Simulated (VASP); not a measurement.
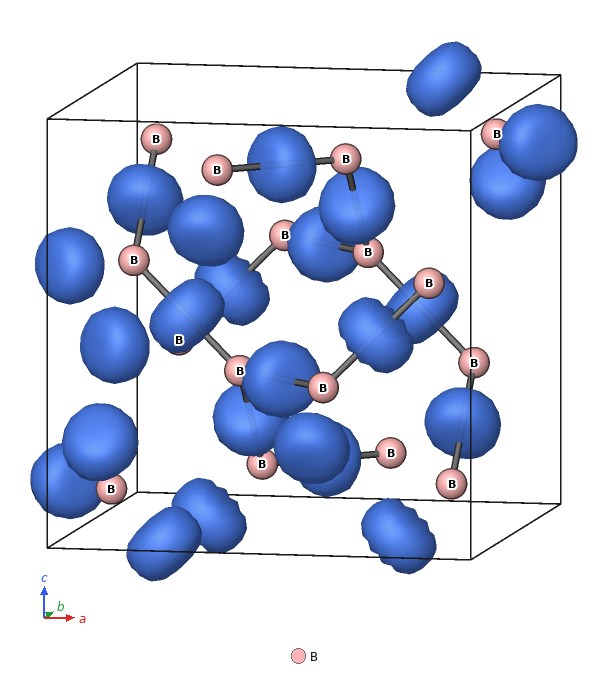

B. Isosurface of the electron localisation function at 0.85 (blue), seen slightly off an axis. Core shells and regions of very low density are left out. Sticks mark near contacts.

Space group Ia-3d; a generated structure, not necessarily the stable one.

The calculation used Kohn-Sham DFT of a periodic cell, PBE, VASP PAW PBE potentials, recommended in VASP.

In a PAW calculation such maps are meaningful between the atoms, not at the nuclei.

### Where are the electrons localised?

The surface consists of 24 regions between bonded B–B atoms (shared pairs), counted in one cell of 16 atoms. Regions shared between cells count once. Profiles from the grid: B–B (1.76 Å): the ELF peaks at about 0.95 between the atoms, as expected for a covalent bond.
